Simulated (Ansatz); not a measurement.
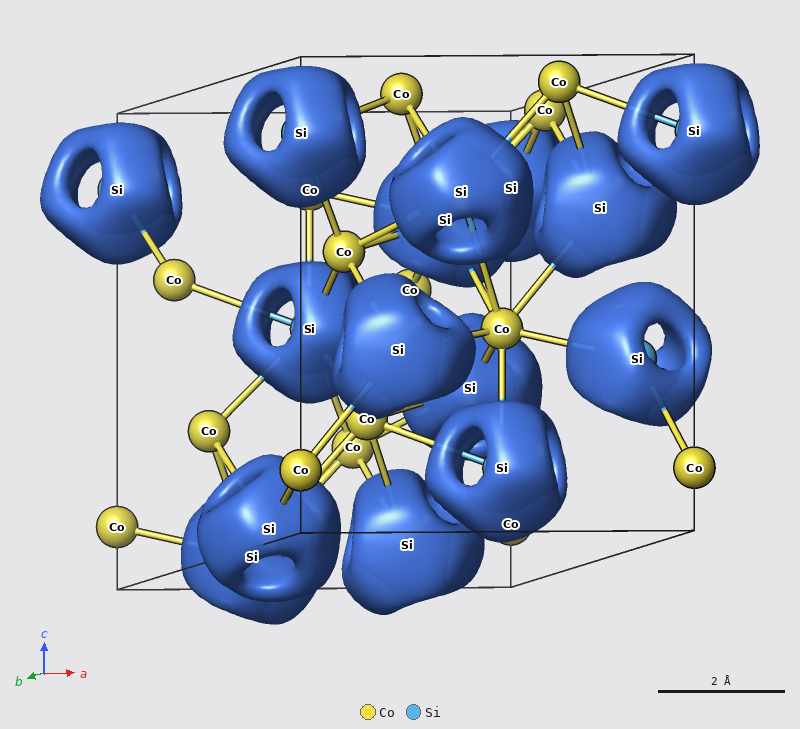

The picture shows: CoSi. Isosurface of the ELF at 0.55 (blue), seen at an oblique angle. Only the valence region is drawn (cores and ρ < 0.01 e/Å³ removed). Sticks mark near contacts.

Space group R3; not relaxed (largest force 1.4 eV/Å); computed without spin polarisation.

Computed with DFT PBE, scalar-relativistic, plane waves, PAW (Ansatz).

The calculation's input:

```
crystal:
  lattice:
    - [4.4308490675, 0.0, 0.0]
    - [0.0, 4.4308490675, 0.0]
    - [0.0, 0.0, 4.4308490675]
  atoms:
    - { symbol: Co, position: [0.1319886722, 0.1319886722, 0.1319886722] }
    - { symbol: Co, position: [0.3504724613, 0.8586036665, 0.6571631045] }
    - { symbol: Co, position: [0.6571631045, 0.3504724613, 0.8586036665] }
    - { symbol: Co, position: [0.8586036665, 0.6571631045, 0.3504724613] }
    - { symbol: Si, position: [0.8390487398, 0.8390487398, 0.8390487398] }
    - { symbol: Si, position: [0.6546884011, 0.160851449, 0.349129952] }
    - { symbol: Si, position: [0.349129952, 0.6546884011, 0.160851449] }
    - { symbol: Si, position: [0.160851449, 0.349129952, 0.6546884011] }
basis:
  ecutwfc: 420
kpoints:
  mp_grid: { grid: [10, 10, 10] }
hamiltonian:
  xc: pbe
scf:
  occupations: { method: gaussian, width: 0.15 }
output:
  forces: true
  stress: true
  eigenvalues: true
  write_density: true
  write_potential: true
  elf: true
  volumetric_format: npy
```

Launched as:

```sh
ansatz run input.yaml --threads 2 --pin off --max-ram 5120MiB --backend cpu --events-out ev --progress --plain --runs-dir out
```

Below, planes, directions and counts refer to the conventional cell (a = 6.27 Å, b = 6.27 Å, c = 7.67 Å, α = 90.00°, β = 90.00°, γ = 120.00°).

Question: Describe the localisation domains.

Answer: The surface consists of twelve regions wrapped around Si (the valence shell of each), counted in one cell of 24 atoms. Regions shared between cells count once.

Values along the shortest contacts:
Co–Si (2.25 Å): the ELF peaks at about 0.65 in the valence shell of Si, 0.9 Å from its nucleus, and is about 0.45 at the midpoint. Co–Si (2.31 Å): the ELF peaks at about 0.70 in the valence shell of Si, 0.9 Å from its nucleus, and is about 0.45 at the midpoint.
